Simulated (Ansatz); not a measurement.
```xyz
3
Lattice="4.5484 0.0000 0.0000 -2.2742 3.9390 0.0000 0.0000 0.0000 2.7068" Properties=species:S:1:pos:R:3 pbc="T T T"
Pd    0.0000    0.0000    0.0000
Pd    0.0000    2.6260    1.3534
Pd    2.2742    1.3130    1.3534
```

Space group P6/mmm; set up as Pd, omega (AlB2-type); a generated structure, not necessarily the stable one.

These are results of DFT, RPBE, plane waves (420 eV) with PAW, scalar-relativistic (Ansatz), not measurements.

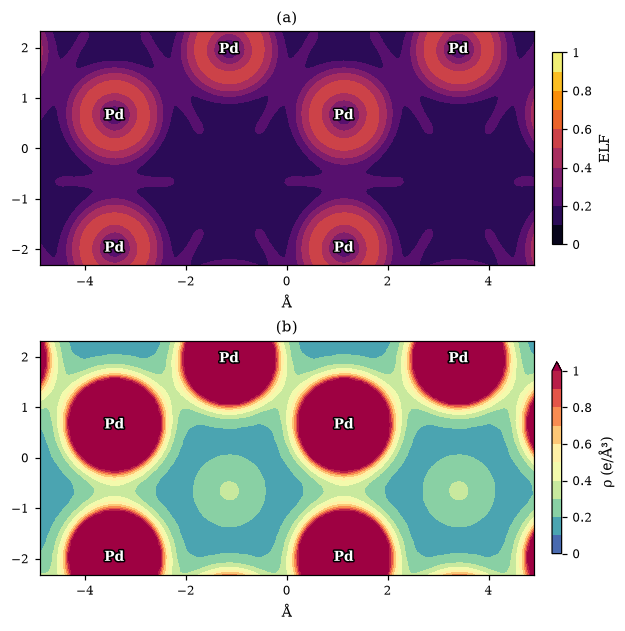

Pd. (a) electron localisation function; (b) valence charge density (pseudo) on the (001) plane of the conventional cell.

The density is the valence pseudo-density of a PAW calculation; it isn't the true density close to the nuclei.

Q: Read the bonding off the picture.

A: Atoms in the plane: Pd.
Pd–Pd (2.63 Å): the density is about 0.37 e/Å³ at the midpoint; the ELF is about 0.20 at the midpoint (no shared electron pair shows on this line).
Between the atoms the lowest density in this plane is 0.16 e/Å³.
The features right at Pd lie inside the PAW spheres, where the map follows smoothed inner orbitals and isn't to be read closely.

Q: Metal or insulator at this level of theory?

A: It is metallic or semimetallic at this level of theory: no gap opens.
